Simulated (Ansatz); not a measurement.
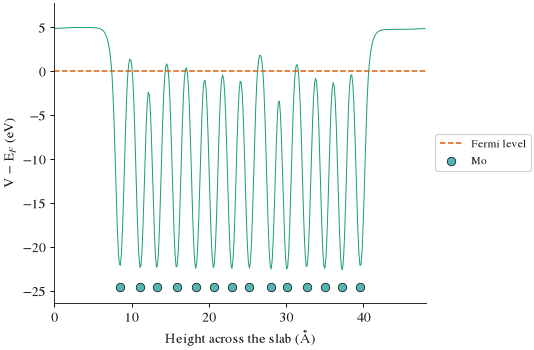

Plane-averaged electrostatic potential energy of an electron across the slab; circles at the bottom mark the heights of the atoms.

System: Mo (slab), 14 atoms in the cell.

```
Mo
1.0
     2.89474    0.00000    0.00000
     1.43858   -2.51264    0.00000
     0.00000    0.00000   48.11346
Mo
14
Direct
  0.25995 0.13562 0.17667
  0.50031 0.49129 0.23145
  0.89356 0.83900 0.27592
  0.29409 0.04329 0.32895
  0.46431 0.57264 0.38055
  0.86601 0.96184 0.42830
  0.22572 0.21013 0.47744
  0.53414 0.71959 0.52474
  0.83150 0.10614 0.58281
  0.95946 0.51503 0.62581
  0.52644 0.77923 0.67880
  0.92451 0.09733 0.72695
  0.00270 0.48726 0.77411
  0.57947 0.73087 0.82333
```

Computed with Ansatz: DFT with r2SCAN, PAW plane waves, no spin polarisation, 7×7×1 k mesh, 500 eV cutoff, Fermi-Dirac smearing of 0.02 eV.

Q: What is the work function?

A: The work function is 4.77 eV at the right face and 4.99 eV at the left.

Q: How thick are slab and vacuum?

A: The outermost atoms are 31.1 Å apart, which leaves 17.0 Å of vacuum in a cell 48.1 Å high.

The atoms aren't at rest in this cell (largest force 1.8 eV/Å), so the relaxed material can differ.
